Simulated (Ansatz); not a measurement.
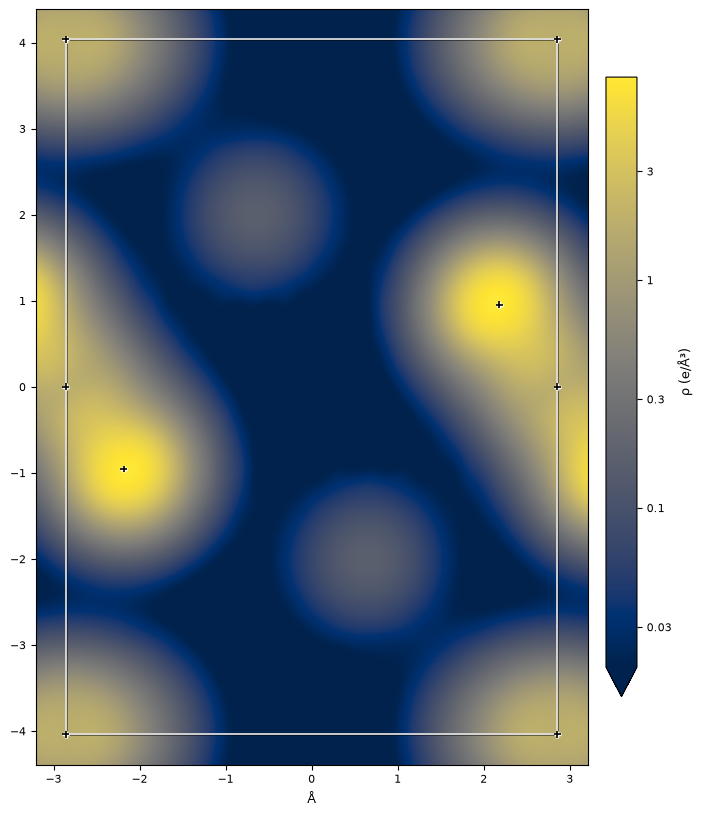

The valence electron density on a plane through atoms (crosses mark nuclei in the plane).

Level of theory: DFT PBE+D3(BJ), scalar-relativistic, plane waves, PAW (Ansatz).

Candidates:
A. TiS2, a = 3.36 Å, b = 3.36 Å, c = 5.52 Å, α = 90.00°, β = 90.00°, γ = 120.00°. Space group P-3m1; computed without spin polarisation.
B. CO2, a = 5.71 Å, b = 5.71 Å, c = 5.71 Å, α = 90.00°, β = 90.00°, γ = 90.00°. Space group Pa-3.

Which system is this?

Candidate B: CO2 on the (110) plane of the conventional cell, which holds C and O. C–O (1.17 Å): ρ at the midpoint is about 3.6 e/Å³.
